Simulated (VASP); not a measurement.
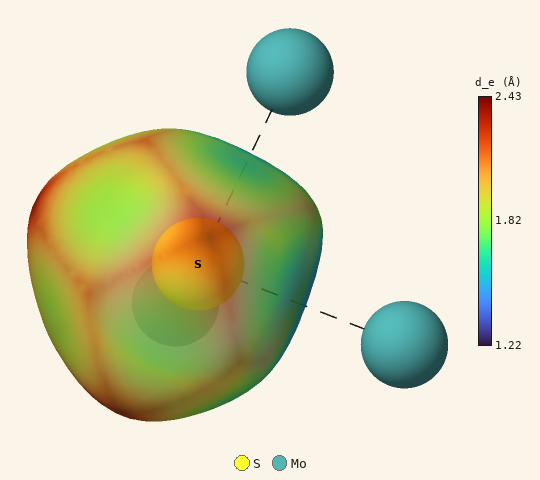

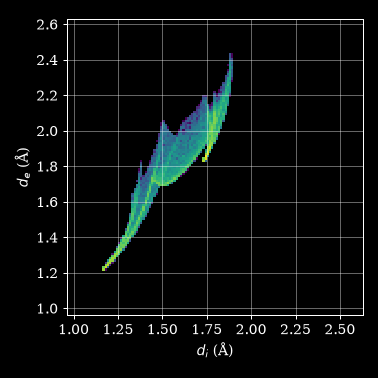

Hirshfeld surface computed for one S atom in MoS$_{2}$ (R-3m, No. 166), coloured by d_e. Dashed lines lead to the closest neighbours outside. The second picture is its fingerprint plot, coloured by area on a logarithmic scale (dark little, yellow much).

The surface is where the fragment's share of the procrystal density (the sum of the densities of spherically averaged neutral Hartree-Fock atoms) equals one half. d_i and d_e are the distances from the surface to the nearest nucleus inside and outside. From Rb on the atoms have core potentials, so only their outer electrons count.

Origin of the cell: an entry of the Crystallography Open Database, as set up for an electronic-structure calculation.

```
Mo S
1.0
     3.17100    0.00000    0.00000
    -1.58550    2.74617    0.00000
     0.00000    0.00000   18.34499
Mo S
3 6
Direct
  0.00000 0.00000 0.00000
  0.66667 0.33333 0.33333
  0.33333 0.66667 0.66667
  0.33333 0.66667 0.91667
  0.00000 0.00000 0.75000
  0.00000 0.00000 0.25000
  0.66667 0.33333 0.08333
  0.66667 0.33333 0.58333
  0.33333 0.66667 0.41667
```

What is the shortest distance from the fragment to an atom outside it?

Answer. S–Mo, 2.39 Å.

How is the surface shared among contacts (nearest atom inside ··· nearest atom outside)?

Answer. S···S 62 %, S···Mo 38 %. The surface faces 12 neighbours with more than 2 % of its area each: 9 S + 3 Mo.

Give the size and shape of the surface.

Answer. It encloses about 15.3 Å³, has an area of about 30 Å² and a globularity of 0.98 (1 for a sphere).

Where does the fingerprint reach closest to the origin?

Answer. The smallest d_i + d_e is about 2.4 Å, which belongs to the shortest contact, S···Mo at 2.39 Å; d_e runs from 1.22 to 2.43 Å.
